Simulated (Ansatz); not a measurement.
```
CELL_PARAMETERS angstrom
3.20570 0.00000 0.00000
-1.60285 2.77622 0.00000
0.00000 0.00000 10.46108
ATOMIC_POSITIONS crystal
Mg 0.00000 0.00000 0.00000
Mg 0.66667 0.33333 0.33333
Mg 0.33333 0.66667 0.66667
O 0.33333 0.66667 0.09552
O 0.00000 0.00000 0.42885
O 0.66667 0.33333 0.76218
O 0.33333 0.66667 0.23782
O 0.00000 0.00000 0.57115
O 0.66667 0.33333 0.90448
```

Space group R-3m; a structure from a database of computed crystals, not necessarily the ambient phase; not relaxed (largest force 0.4 eV/Å); computed pressure about −10 GPa in this cell.

All numbers below come from Ansatz, DFT LDA, scalar-relativistic, plane waves, PAW.

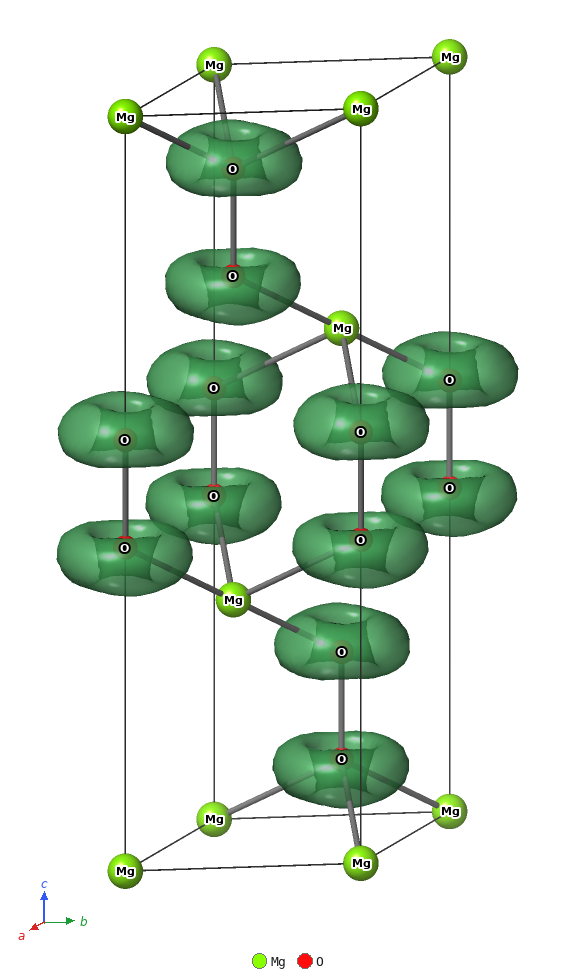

MgO2. Isosurface of the ELF at 0.8 (green), seen slightly off an axis. Only the valence region is drawn (cores and ρ < 0.01 e/Å³ removed). Sticks mark near contacts.

Core electrons are frozen (PAW), and the valence fields are smoothed inside the atomic spheres.

### Where are the electrons localised?

The surface consists of six regions wrapped around O (the valence shell of each), counted in one cell of 9 atoms. Any copies at cell faces, edges or corners count once. Profiles from the grid: O–O (1.49 Å): the ELF peaks at about 0.70 between the atoms. Mg–O (2.10 Å): the ELF peaks at about 0.90 in the valence shell of O, 0.6 Å from its nucleus, and is about 0.35 at the midpoint: a closed-shell, largely ionic contact.

### Does the calculation give a band gap?

It is gapped, with a Kohn–Sham gap of 2.2 eV on the k-point mesh (the band edges may lie off the mesh, which would make the gap smaller).
